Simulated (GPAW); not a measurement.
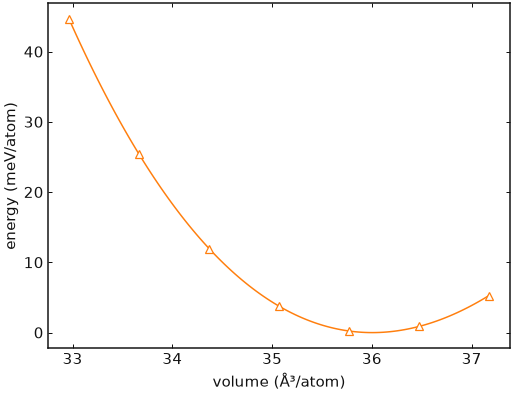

The picture above shows the energy against volume for Bi, space group R-3m (No. 166).

Starting cell:
```
CELL_PARAMETERS angstrom
2.26750 1.30914 3.93800
-2.26750 1.30914 3.93800
0.00000 -2.61828 3.93800
ATOMIC_POSITIONS crystal
Bi 0.76600 0.76600 0.76600
Bi 0.23400 0.23400 0.23400
```

Computed with GPAW 26.7.0: PAW DFT in plane waves, on a grid or in atomic orbitals, no spin polarisation; energies at scaled volumes of the given cell, shape and fractions fixed, counted from the fit's minimum, third-order Birch-Murnaghan fit. Level: r2SCAN.

- k mesh: 6×6×6
- occupations: Fermi–Dirac
- smearing width: 0.05 eV
- potentials: GPAW PAW data sets (gpaw data 1.2.1)
- wave cutoff: 600 eV
- program settings: basis pw

This calculation gives: equilibrium volume 36.00 Å³/atom and bulk modulus 47.3 GPa.

Now the level changes from r2SCAN to LDA. What happens?

The equilibrium volume falls from 36.00 to 33.94 Å³/atom (−5.7 %) and the bulk modulus rises from 47.3 to 53.4 GPa (+13 %).

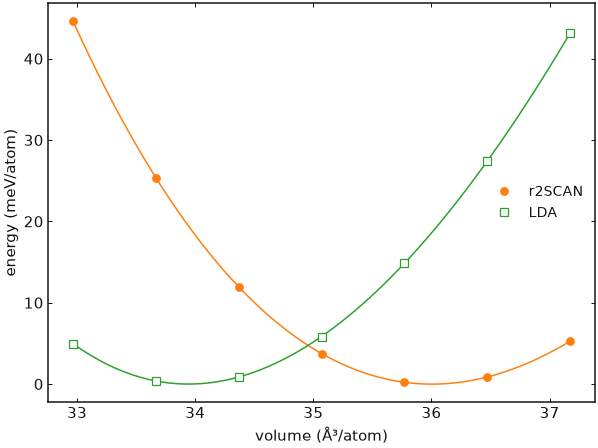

The two results together.

For r2SCAN, limits of the calculation: spin-orbit coupling left out, heavy elements; shape and atomic fractions are frozen while scaling, which makes layered, chain and framework solids too stiff.

For LDA, limits of the calculation: spin-orbit coupling left out, heavy elements; shape and atomic fractions are frozen while scaling, which makes layered, chain and framework solids too stiff.

V0 and the bulk modulus come from third-order Birch–Murnaghan fits.
